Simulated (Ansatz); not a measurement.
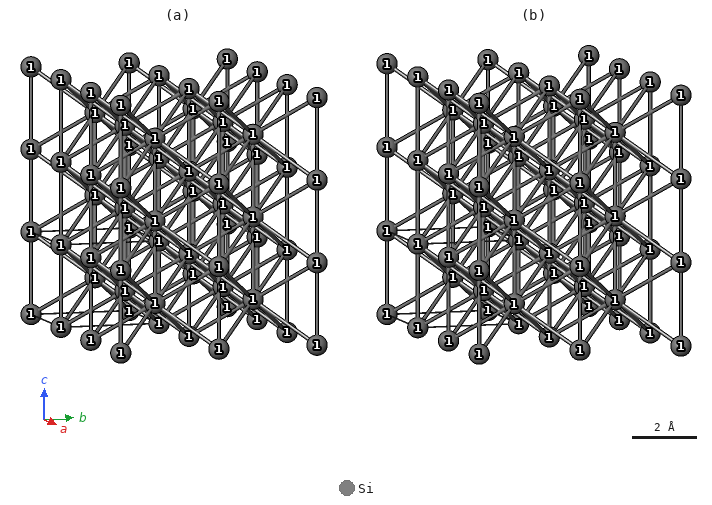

Left: a symmetric starting cell of Si. Right: the same structure after one change, at the same scale. Style: ball-and-stick. Shown: the conventional cell (2 times the calculation's cell), repeated 3 × 2 × 3 with one cell outlined, slightly off an axis. Lengths and directions refer to the drawn axes.

These are results of DFT PBE, scalar-relativistic, plane waves, PAW (Ansatz), not measurements. (plane-wave cutoff 420 eV; k-point mesh 20 × 20 × 20; occupations gaussian; smearing width 0.1 eV; no spin polarisation)

Question: What was changed?

Answer: The cell is strained by +1.3 % along c and +2.8 % across it (volume +6.9 %), the atoms keeping their fractional coordinates. No relaxation follows. The starting cell wasn't computed here and needn't be at equilibrium, so pressure and forces aren't due to the change alone.

Question: And its effect?

Answer: The pressure is −2.4 GPa (not all of it need come from the change, since the unchanged cell can be under pressure at this level too). The principal stresses (compression positive) are −3.2 GPa along c and −2.0 GPa across it. All forces vanish by symmetry. Some distances before and after: Si–Si 2.653 → 2.716 Å, Si–Si 2.641 → 2.674 Å. The space group stays I4/mmm (No. 139).
